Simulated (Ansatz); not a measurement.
TaN and related structures: several calculations on one system

## 1. Relaxation

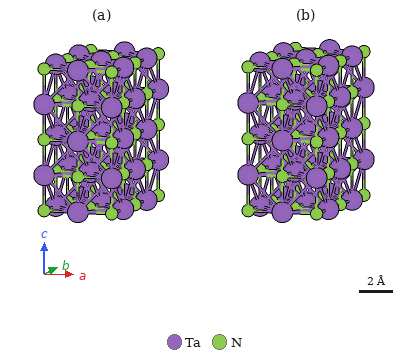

The structure of solid TaN (set up in Fm-3m) (coarse preliminary run) before (left) and after (right) a relaxation, at one scale.

Style: ball-and-stick. Shown: the conventional cell (4 times the calculation's cell), repeated 1 × 2 × 2 with one cell outlined, slightly off an axis. Lengths and directions refer to the drawn axes.

Computed with DFT PBE, scalar-relativistic, plane waves, PAW in Ansatz 0.2.0. Set-up: plane-wave cutoff 420 eV; k-point mesh 8 × 8 × 8; occupations gaussian; smearing width 0.1 eV; no spin polarisation; cell and atoms relaxed; force threshold 0.05 eV/Å; at most 80 steps.

### Describe what moved and what it gained.

The atoms keep their places relative to the cell (all moves are under 0.005 Å). Cell: a = b = c 4.358 → 4.418 Å (+1.4 %). Volume +4.2 %. Near-neighbour distances that change, for instance: Ta–Ta 3.082 → 3.124 Å, N–Ta 2.179 → 2.209 Å. The space group stays Fm-3m (No. 225). After 2 accepted moves (3 points after the start) the energy has fallen by 19.2 meV per atom. All forces vanish by symmetry, so only the cell relaxes. Pressure: 14.74 GPa at the start and −0.06 GPa at the end. The SCF was repeated once at an unchanged geometry on a basis and grid sized afresh for the cell, which shifted the energy by 1.8 meV per atom at most. Cost: 2.4 s on 4 threads of Oxide Virtual Turin-like Processor (Zen 5), with other jobs on the host, peak memory 0.35 GiB.

## 2. Relaxation

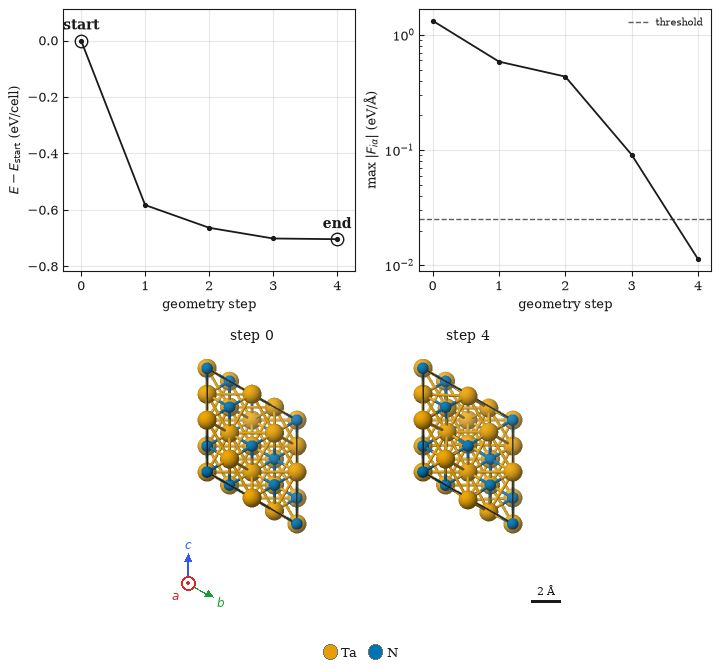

First and last geometry of a relaxation of a defect cell of composition Ta$_{16}$N$_{15}$, with the history of the run. A ball-and-stick model of the cell of the calculation (origin shifted), seen along the a axis.

Case: N vacancy (site a), charge +0, atoms relaxed at the host's cell.

Level of theory: DFT PBE, scalar-relativistic, plane waves, PAW in Ansatz. (plane-wave cutoff 420 eV; k-point mesh 4 × 4 × 4; occupations gaussian; smearing width 0.1 eV; mesh shifted by (0.5, 0.5, 0.5); no spin polarisation; atoms relaxed in a fixed cell; force threshold 0.025 eV/Å; at most 45 steps)

> Did the run converge, and what did it change?

It converged. The largest moves, 0.16 Å, are those of Ta atoms. Largest moves by element: Ta 0.16 Å, N 0.01 Å. The lattice vectors keep their values. Some distances before and after: Ta–Ta 3.123 → 2.894 Å, N–Ta 2.209 → 2.371 Å, Ta–Ta 3.123 → 3.240 Å, N–Ta 2.209 → 2.215 Å. Among the angles between lasting bonds that change: Ta–N–Ta 90.0° → 81.9°, Ta–N–Ta 90.0° → 94.2°, Ta–N–Ta 180.0° → 176.1°. The energy falls by 0.704 eV per cell of the calculation in 4 geometry steps. Largest force component: 1.3 eV/Å at the start, 0.011 eV/Å at the end.

Limits of the set-up: the cell has an odd number of electrons but was run without spin polarisation; the periodic images lie only 7.7 Å apart, so the values are limited by the cell's size.

## 3. Defect

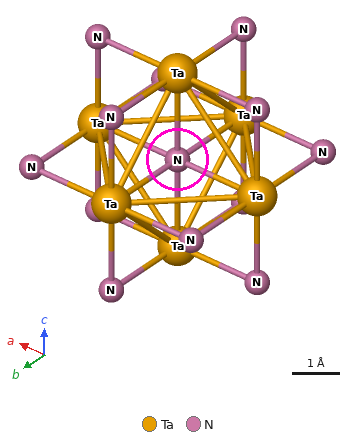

Perfect TaN. Style: ball-and-stick. Shown: the atoms within 3.8 Å of one point, from a free direction.

Theory: DFT PBE, scalar-relativistic, plane waves, PAW in Ansatz 0.2.0. Settings: plane-wave cutoff 420 eV; k-point mesh 4 × 4 × 4; occupations gaussian; smearing width 0.1 eV; mesh shifted by (0.5, 0.5, 0.5); no spin polarisation. The cell is small and the k-mesh coarse, so the numbers are rough. The axes drawn are those of the host's conventional cell.

A nitrogen atom is taken out (a vacancy) at the ringed place, in charge state 0. The supercell has 32 sites, and the atoms are relaxed at the host's cell.

### Predict the relaxed surroundings of the defect.

Around the empty N site the host had 6 Ta at 2.21 Å; after relaxation the nearest atoms are 6 Ta at 2.05 Å. Of the host's atoms, a tantalum atom moves furthest from its site, by 0.16 Å. Relaxing the atoms from the host's sites lowers the energy by 0.70 eV. At a tolerance of 0.02 Å the relaxed supercell has space group Im-3m.

The relaxed defect, seen from the same direction:

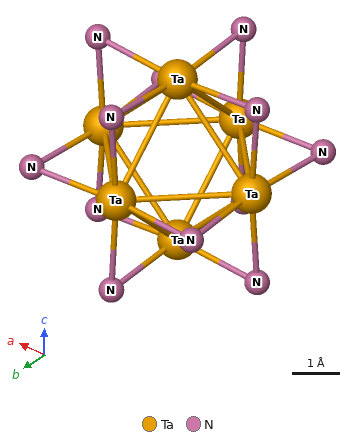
